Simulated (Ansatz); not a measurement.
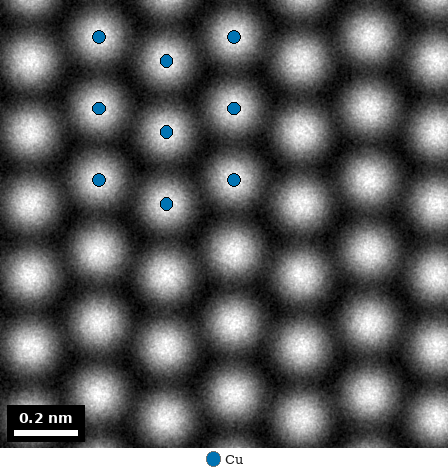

Dark-field STEM-like image of Cu (P6_3/mmc, No. 194) along [100]. The image is simulated as a sum over atoms of Z^1.7, blurred by a 1.21 Å probe (no channelling). The display is stretched by a gamma of 0.8; percentages refer to the linear signal. Shot noise was added. Structure: the geometry relaxed with Ansatz, DFT, BLYP, plane waves (420 eV) with PAW, scalar-relativistic; the starting structure was generated, so it need not be a known form of this composition.

Coloured dots in one corner mark the columns of the model.

Describe what the image shows.

Answer. The columns repeat on a rectangular net of 2.27 × 4.29 Å (plane group p2mg). All columns are alike (Cu). The shortest distance between visible columns is 2.27 Å in projection. Along the beam the structure repeats every 2.62 Å.
